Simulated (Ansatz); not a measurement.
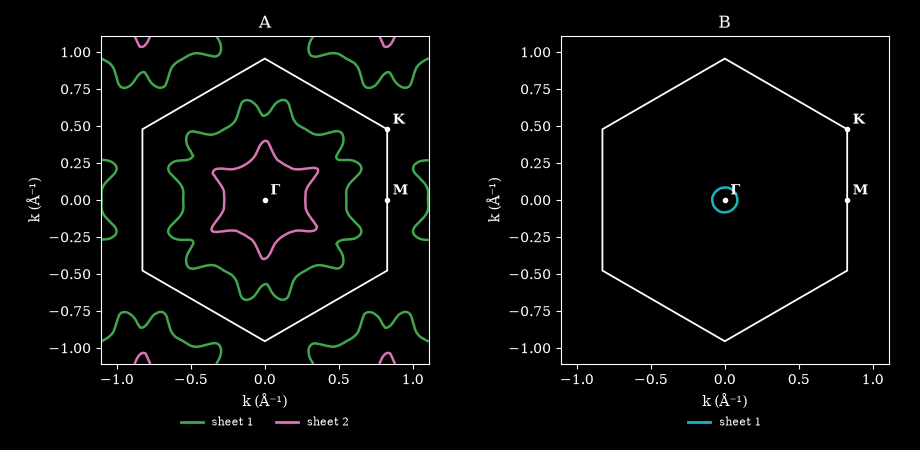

Constant-energy contours of a Bi2Te3 monolayer (space group of the slab cell P-3m1) near its two band edges (0.30 eV into the valence band, 0.20 eV into the conduction band), in unknown order.

Computed with Ansatz 0.2.0, DFT PBE, spin-orbit coupling, plane waves, PAW; levels and slopes on a k mesh at the converged density. Non-magnetic. With an inversion centre and no moment every band is doubly degenerate; a pair is shown and named once. k mesh for the levels: 24×24×1. The geometry was not relaxed.

Masses come from a second pass at points close to the extrema; at the energies drawn a band may no longer be parabolic.

Question: Which panel shows the holes and which the electrons?

Answer: A shows the valence band (holes), B the conduction band (electrons).

Question: Describe the extrema and the gap.

Answer: Valence band (extrema up to 0.30 eV from the edge): six equivalent maxima on the Γ–M line, principal masses 0.46 and 0.80 mₑ; six equivalent maxima on the Γ–M line, 0.01 eV below the edge, principal masses 0.16 and 0.43 mₑ. Band pair 77/78 forms the valence edge; band pair 75/76 begins 0.15 eV lower (on the K–Γ line). The surfaces also take in Γ, where this band lies 0.12 eV below its edge, so they needn't be separate pockets.
Conduction band (extrema up to 0.20 eV from the edge): one minimum at Γ, mass 0.077 mₑ in all directions. Band pair 79/80 forms the conduction edge.
The gap is indirect, 0.23 eV at this level of theory, which underestimates gaps and can reorder valleys that lie close. Another valley lies within 0.05 eV of an edge, so the kind of gap can change with the cell or the functional.
